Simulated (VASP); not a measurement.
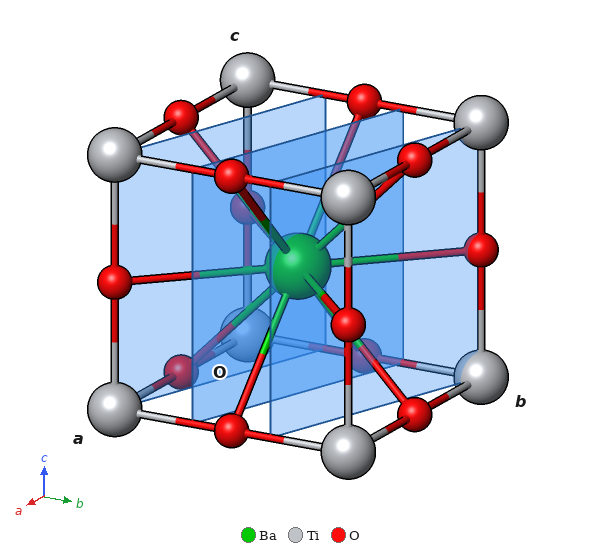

For BaTiO₃, the end point of a relaxation with VASP 6.6.1, VASP Kohn-Sham DFT of a periodic cell, r2SCAN, VASP PAW PBE potentials, recommended: every member of one family of equally spaced planes, hx + ky + lz = a whole number, that cuts the unit cell is shaded (one member passes through the origin O, touching the cell only at an edge or corner). All values are computed from the atomic coordinates in the standard setting (tolerance 0.002 Å).

a = 4.007 Å, b = 4.007 Å, c = 4.007 Å, α = 90.00°, β = 90.00°, γ = 90.00°.

Question: Index the planes.

Answer: (1 3 0); the opposite sign names the same planes. The member next to the origin meets the axes a at 1, b at 1/3, c never.

Question: What is the spacing?

Answer: d = 1.267 Å.

Question: Which atoms of the cell lie in these planes (within 0.03 Å)?

Answer: The Ba atom, the Ti atom, 1 of the 3 O.

Question: The space group is Pm-3m (No. 221). How many reflections hkl are equivalent to this one (itself included), and does it occur?

Answer: 24 reflections are equivalent in the Laue class m-3m. The space group allows the reflection.
